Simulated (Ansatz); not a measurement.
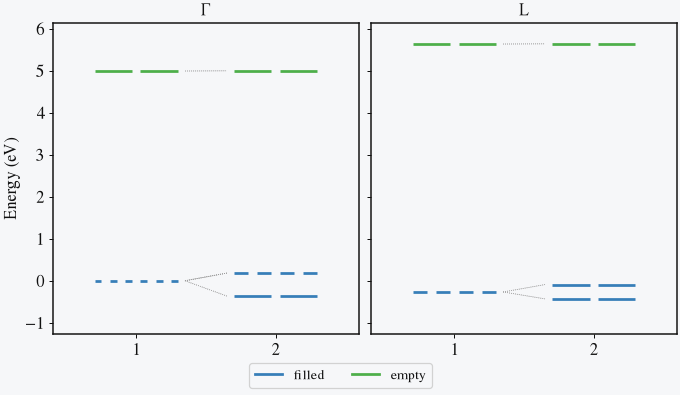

Levels at Γ and L, each bar one state with spin counted. Zero is the valence top without spin-orbit coupling, and the two sets are aligned on the mean of the six top valence states at Γ.

System: rocksalt LiBr, space group Fm-3m, 2 atoms in the primitive cell, relaxed with r2SCAN; cubic a = 5.479 Å. Run without spin-orbit coupling: PBE, Ansatz PAW set, 8×8×8 k mesh, 420 eV cutoff, Fermi-Dirac smearing of 0.02 eV (Ansatz 0.2.0). Run with it: PBE, Ansatz PAW set, 8×8×8 k mesh, 420 eV cutoff, fixed occupations (Ansatz). Neither carries moments.

Which column includes spin-orbit coupling?

Column 2: it splits levels that are degenerate in column 1.

How does spin-orbit coupling split the valence top at Γ?

The threefold valence top at Γ (six states with spin) splits into a fourfold level on top and a twofold one 0.55 eV below it, the split-off level.

What happens to the direct gaps?

The vertical gap goes from 4.99 to 4.81 eV at Γ and from 5.90 to 5.73 eV at L. A third of the splitting is 0.18 eV, which accounts for the change at Γ: the fourfold level rises by about that much.

And the smallest gap over all k points computed?

It narrows from 4.99 eV (valence top at Γ, conduction bottom at Γ) to 4.81 eV.

LDA, GGA and most meta-GGA functionals understate gaps.
